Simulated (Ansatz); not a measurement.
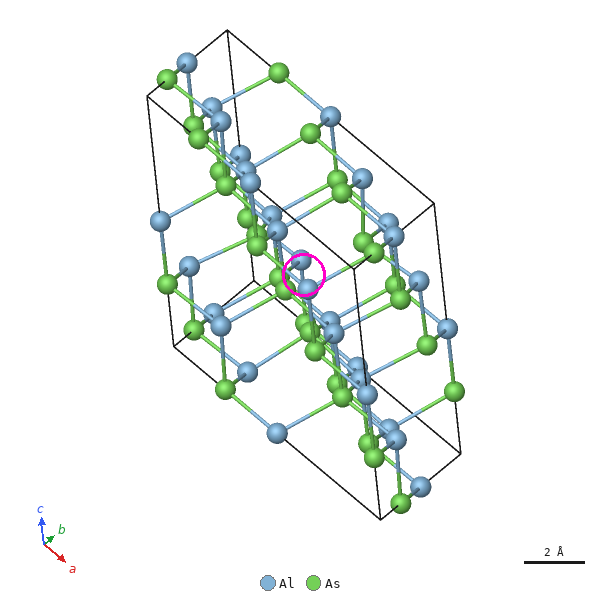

The figure gives a ball-and-stick picture of the atoms, viewed slightly off an axis. The lines enclose the supercell; boundary atoms appear with their images. The host is AlAs, in a cell of 32 sites, and the cell carries a charge of -1. A ring marks the defect's site.

Where does the cell differ from the host, and how?

Answer. An aluminium vacancy. Around the empty site lie four As at about 2.3 Å.

The calculation used Ansatz 0.2.0, DFT PBE, scalar-relativistic, plane waves, PAW, with a cutoff energy of 420 eV, k-points on a 2×2×2 grid, Gaussian smearing of 0.01 eV, collinear spins.

Is there a net moment in the defective cell?

Answer. Yes, 0.2 μB in the cell.

The atoms were relaxed in the host's cell with DFT PBE, scalar-relativistic, plane waves, PAW in Ansatz 0.2.0.
